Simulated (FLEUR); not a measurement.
## A series of single points on Ga

System: Ga (I4/mmm, 1 atom in the cell).
Method: Kohn-Sham DFT of a periodic cell, PBEsol, all-electron, no spin polarisation (FLEUR MaX-R8.1 (later development tree)).

The 7 runs differ only in the geometry, by an even scaling of the cell at fixed fractional positions. The structure derives from a Materials Project entry.

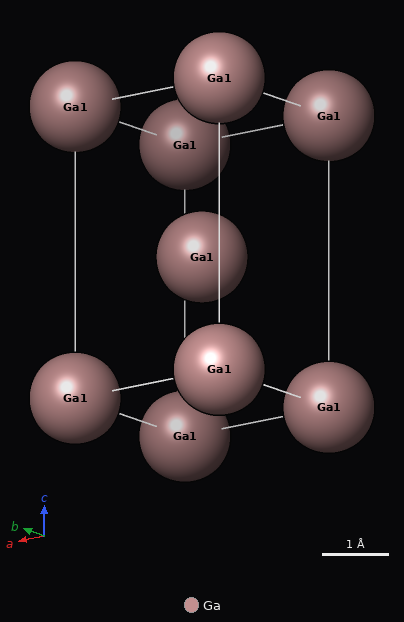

Figure 1. The structure of run 4 (spheres-only view of the cell 2 times as large as that of the calculation, set on its symmetry axes, seen at an oblique angle; atoms are numbered from 1 in the order of the input). An atom can appear more than once, as a periodic image.

### Input of run 4
```
<?xml version="1.0" encoding="UTF-8" standalone="no"?>
<fleurInput fleurInputVersion="0.39">
   <comment>
      Ga                                                                                                  
   </comment>
   <calculationSetup>
      <cutoffs Kmax="4.14" Gmax="12.8" GmaxXC="12.8" numbands="0"/>
      <scfLoop itmax="60" minDistance="0.00001" maxIterBroyd="15" imix="Anderson" alpha="0.05" precondParam="0.0" spinf="2.0" sdNocoIR="T"/>
      <coreElectrons ctail="T" frcor="F" kcrel="0" coretail_lmax="0"/>
      <xcFunctional name="PBEs" relativisticCorrections="F"/>
      <magnetism jspins="1"/>
      <soc l_soc="F" theta="0.0" phi="0.0" spav="F"/>
      <expertModes spex="0" secvar="F"/>
      <geometryOptimization l_f="T" forcealpha="1.0" forcemix="BFGS" epsdisp="0.0005" epsforce="0.0002"/>
      <ldaU l_linMix="F" mixParam="0.05" spinf="1.0"/>
   </calculationSetup>
   <cell>
      <bzIntegration valenceElectrons="21.0" mode="hist" fermiSmearingEnergy="0.00183747">
         <kPointListSelection listName="default-1"/>
         <!-- k-points included here -->
         <xi:include xmlns:xi="http://www.w3.org/2001/XInclude" href="kpts.xml"> </xi:include>
      </bzIntegration>
      <!-- symmetry operations included here -->
      <xi:include xmlns:xi="http://www.w3.org/2001/XInclude" href="sym.xml"> </xi:include>
      <bulkLattice scale="1.0">
         <bravaisMatrix>
            <row-1>   -2.6161344272909099     2.6161344272909099     4.3675800636322890</row-1>
            <row-2>    2.6161344272909099    -2.6161344272909099     4.3675800636322890</row-2>
            <row-3>    2.6161344272909099     2.6161344272909099    -4.3675800636322890</row-3>
         </bravaisMatrix>
      </bulkLattice>
   </cell>
   <atomSpecies>
      <species name="Gallium (Ga)" element="Ga" atomicNumber="31">
         <mtSphere radius="2.37" gridPoints="801" logIncrement="0.015"/>
         <atomicCutoffs lmax="10" lnonsphr="10"/>
         <electronConfig flipSpins="F">
            <coreConfig>(1s1/2) (2s1/2) (2p1/2) (2p3/2)</coreConfig>
            <valenceConfig>(3s1/2) (3p1/2) (3p3/2) (4s1/2) (3d3/2) (3d5/2) (4p1/2) (4p3/2)</valenceConfig>
            <stateOccupation state="(4p1/2)" spinUp="0.166667" spinDown="0.166667"/>
            <stateOccupation state="(4p3/2)" spinUp="0.333333" spinDown="0.333333"/>
         </electronConfig>
         <energyParameters s="4" p="4" d="3" f="4"/>
         <lo type="SCLO" l="0" n="3" eDeriv="0"/>
         <lo type="SCLO" l="1" n="3" eDeriv="0"/>
         <lo type="SCLO" l="1" n="3" eDeriv="1"/>
         <lo type="HELO" l="2" n="4" eDeriv="0"/>
         <lo type="HELO" l="2" n="4" eDeriv="1"/>
         <lo type="SCLO" l="3" n="4" eDeriv="2"/>
      </species>
   </atomSpecies>
   <atomGroups>
      <atomGroup species="Gallium (Ga)">
         <relPos label="                   1">.0000000000 .0000000000 .0000000000</relPos>
         <force calculate="T" relaxXYZ="TTT"/>
      </atomGroup>
   </atomGroups>
   <output dos="F" band="F" slice="F">
      <checks vchk="F" cdinf="F"/>
      <bandDOS minEnergy="-.5*Htr" maxEnergy="0.5*Htr" sigma="0.015" storeEVData="T"/>
      <vacuumDOS vacdos="F" integ="F" star="F" nstars="0" locx1="0.0" locy1="0.0" locx2="0.0" locy2="0.0" nstm="0" tworkf="0.0"/>
      <unfoldingBand unfoldBand="F" supercellX="1" supercellY="1" supercellZ="1"/>
      <plotting iplot="0" polar="F">
         <plot TwoD="T" vec1="  1.0  0.0  0.0" vec2="  0.0  1.0  0.0" vec3="  0.0  0.0  1.0" zero="  0.0  0.0  0.0" file="plot"/>
      </plotting>
      <chargeDensitySlicing numkpt="0" minEigenval="0.0" maxEigenval="0.0" nnne="0" pallst="F"/>
      <specialOutput eonly="F"/>
      <moessbauerParams electricFieldGradient="T" isomerShift="T" coreHyperfine="T" valenceHyperfine="T"/>
      <magneticCircularDichroism mcd="F" energyLo="-10.0" energyUp="0.0"/>
   </output>
  <!-- We include the file relax.xml here to enable relaxations (see documentation) -->
  <xi:include xmlns:xi="http://www.w3.org/2001/XInclude" href="relax.xml"> <xi:fallback/> </xi:include>
</fleurInput>
```

Command:
```bash
inpgen -f crystal.txt -profile fastHighL; fleur_MPI -warn_only
```

Lattice vectors (Å) and fractional positions of run 4:
```
  -1.384399    1.384399    2.311224
   1.384399   -1.384399    2.311224
   1.384399    1.384399   -2.311224
Ga  0.000000  0.000000  0.000000
```

Run 2 has the same physical settings and fractional positions; its lattice vectors (Å) are:
```
  -1.365688    1.365688    2.279987
   1.365688   -1.365688    2.279987
   1.365688    1.365688   -2.279987
```

### Results, with one run withheld

```tsv
run	volume per atom (Å³)	free energy per atom, from the lowest run given (meV)
1	16.655	11.89
2	17.010	?
3	17.364	0.75
4	17.718	0.00
5	18.073	1.91
6	18.427	6.23
7	18.781	12.61
```

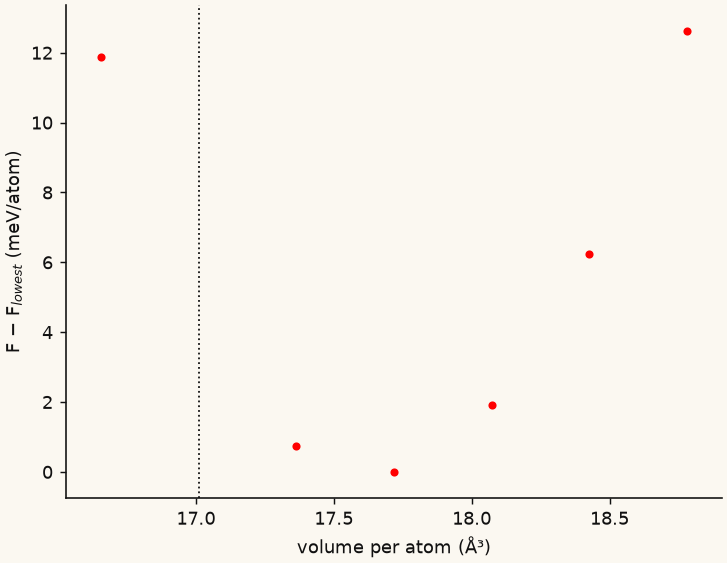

Figure 2. Free energy per atom of the runs given; the dotted line marks run 2.

What should run 2 give?

A cubic polynomial in V^(−2/3) (the Birch–Murnaghan form), fitted to the 6 runs given, misses them by at most 0.01 meV per atom. With x = V^(−2/3) − 0.14661 Å⁻², it reads F = 0.25754 − 695.39 x + 3.5013e+05 x² + 1.5788e+06 x³ (meV per atom). At run 2 it gives 4.58 meV per atom, and the run itself gives 4.58. The fit has its minimum at 17.635 Å³ per atom, where V d²F/dV² gives 62.4 GPa. Cell shape and fractional positions are held, so this is the stiffness under even scaling; the relaxed bulk modulus wasn't computed.

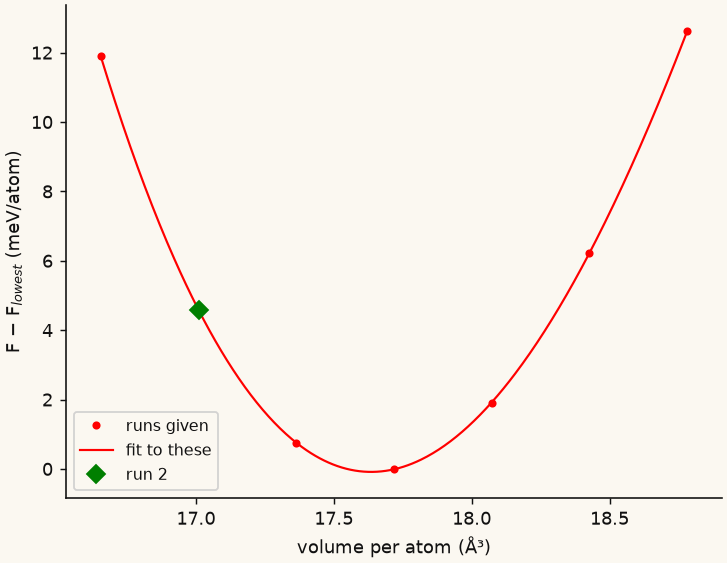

Figure 3. The fit and the withheld run.

### Output (run 2)
```
Welcome to FLEUR        (www.flapw.de)
      MaX-Release 8.1          (www.max-centre.eu)

 ========== k-point set info ==========
 Selected k-point list: default-1
 k-point list type: mesh
 13 x 13 x 13
 Number of k points: 196

 ------------Calculation Setup---------------------------
 Number of MPI-tasks      :            1
 Number of PE/node        :            1
 Number of OMP-threads    :            1
 Most efficient MPI parallelization for:
           1           2           4           7          14          28          49          98         196
 Additional eigenvalue parallelization possible
 Number of basis functions:          192
 Approximate size of matrices (H+S) per k-point:         0.001 GB
 --------------------------------------------------------
************FLEUR-Warning*****************
Error message: core-state search did not converge within the iteration limit; Continue with best solution found?
Error occurred in subroutine: differ
Hint: n=4 l=1 j=1.50000 state of atom with Z=31: achieved |de|=5.3595E-06, target=1.0000E-07. A finer radial mesh (smaller logIncrement / more gridPoints) may help reach full convergence.
Error from PE:0/1
*****************************************

 Iteration:     1   Distance:       5.13920066 me/bohr^3

 Iteration:     2   Distance:       4.53836842 me/bohr^3

 Iteration:     3   Distance:       2.33386215 me/bohr^3

 Iteration:     4   Distance:       0.43794619 me/bohr^3

 Iteration:     5   Distance:       0.66712616 me/bohr^3

 Iteration:     6   Distance:       0.04850880 me/bohr^3

 Iteration:     7   Distance:       0.02747584 me/bohr^3

 Iteration:     8   Distance:       0.00502944 me/bohr^3

 Iteration:     9   Distance:       0.00128699 me/bohr^3

 Iteration:    10   Distance:       0.00013392 me/bohr^3

 Iteration:    11   Distance:       0.00001524 me/bohr^3

 Iteration:    12   Distance:       0.00002063 me/bohr^3

 Iteration:    13   Distance:       0.00000155 me/bohr^3

 ********************************************************************
 Run finished successfully
 Stop message:
   all done
 ********************************************************************
```

Notes on the run: core-state search did not converge within the iteration limit; Continue with best solution found?.
